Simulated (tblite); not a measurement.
# Single-point calculation, with input and output: ZnO

The run: single-point calculation of ZnO (P6₃mc, 4 atoms in the cell). Method and program: with the settings of its input (tblite 0.8.0).

The structure derives from an entry of the Crystallography Open Database. The geometry comes from this level: r2SCAN. It belongs to a series of runs on one base structure; here: temperature = 0.1.

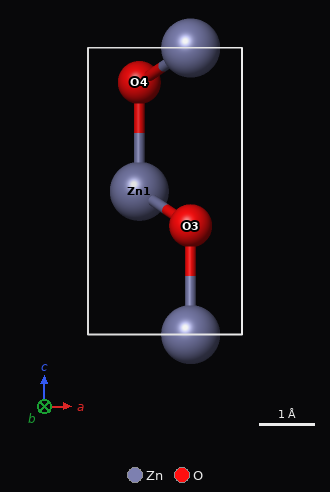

*The structure (ball-and-stick view of the cell of the calculation, along the b axis; atoms are numbered from 1 in the order of the input).*

Near neighbours in the crystal (not all of them lie inside the picture): Zn has 4 O at 1.97 to 1.98 Å; O has 4 Zn at 1.97 to 1.98 Å.

## Input
```python
import json
from ase import Atoms
from ase.build import make_supercell
from ase.units import Bohr, GPa, Hartree
from tblite.interface import Calculator

atoms = Atoms(['Zn', 'Zn', 'O', 'O'],
              cell=[[3.23535221, 0.0, 0.0], [-1.61767611, 2.8018972, 0.0], [0.0, 0.0, 5.21091312]],
              scaled_positions=[[0.333333333, 0.666666667, 0.499655108], [0.666666667, 0.333333333, -0.000344892], [0.666666667, 0.333333333, 0.379354892], [0.333333333, 0.666666667, 0.879354892]],
              pbc=True)
cluster = make_supercell(atoms, [[3, 0, 0], [0, 3, 0], [0, 0, 2]])
calc = Calculator('GFN1-xTB', cluster.numbers, cluster.positions / Bohr, lattice=cluster.cell[:] / Bohr, periodic=cluster.pbc)
calc.set('temperature', 0.1 / Hartree)
calc.set('max-iter', 150)
res = calc.singlepoint()
levels = res.get('orbital-energies') * Hartree
nv = round(res.get('orbital-occupations').sum() / 2)
cells = len(cluster) // len(atoms)
out = {'energy_per_cell': res.get('energy') * Hartree / cells, 'homo': levels[nv - 1], 'lumo': levels[nv],
       'stress': (-res.get('virial') * Hartree / cluster.get_volume() / GPa).tolist(), 'charges': res.get('charges')[:len(atoms)].tolist(), 'electrons': 2 * nv / cells}
json.dump(out, open('results.json', 'w'))
for key, value in out.items():
    print(key, value)
```

Run on 1 thread of Arm Neoverse V1, 24 GiB of memory available, shared host.

Run as:
```bash
python run.py
```

## Output
```
------------------------------------------------------------
  cycle        total energy    energy error   density error
------------------------------------------------------------
      1     -166.8186410664  -1.6653926E+02   1.2593413E+00
      2     -186.1171963145  -1.9298555E+01   5.7636979E-01
      3     -193.7174746231  -7.6002783E+00   4.1593113E-01
      4     -194.7777829825  -1.0603084E+00   1.8355456E-01
      5     -195.8751211138  -1.0973381E+00   1.7976141E-03
      6     -195.8745145728   6.0654098E-04   4.5763545E-03
      7     -195.8747269500  -2.1237720E-04   4.0801157E-03
      8     -195.8749295239  -2.0257390E-04   3.1508242E-03
      9     -195.8752373560  -3.0783207E-04   1.7942733E-04
     10     -195.8752373230   3.2999054E-08   7.5428609E-05
     11     -195.8752373891  -6.6069219E-08   1.4417122E-05
------------------------------------------------------------

 total:                                   2.731 sec
energy_per_cell -296.1131498449081
homo -19.548324357266726
lumo -19.527917650755516
stress [[21.787583116914092, -0.00391281427000061, 1.511968951898212e-05], [-0.0039128142700005876, 21.783065018334188, -8.729357278595849e-06], [1.5119689518980661e-05, -8.729357278547775e-06, 19.901611247159384]]
charges [0.4142803511741229, 0.4142805247885921, -0.41427236757938024, -0.4143062039374328]
electrons 16.0
```

## Key numbers

```tsv
quantity	value
outcome	converged
space group (tolerance 0.01 Å)	P6₃mc (186)
electrons treated	16
total energy	−296.1131 eV
band gap	0.02 eV
pressure	21.16 GPa
wall time	3.4 s
peak memory	0.1 GiB
```

## Remarks

Settings chosen away from the usual ones: temperature = 0.1.
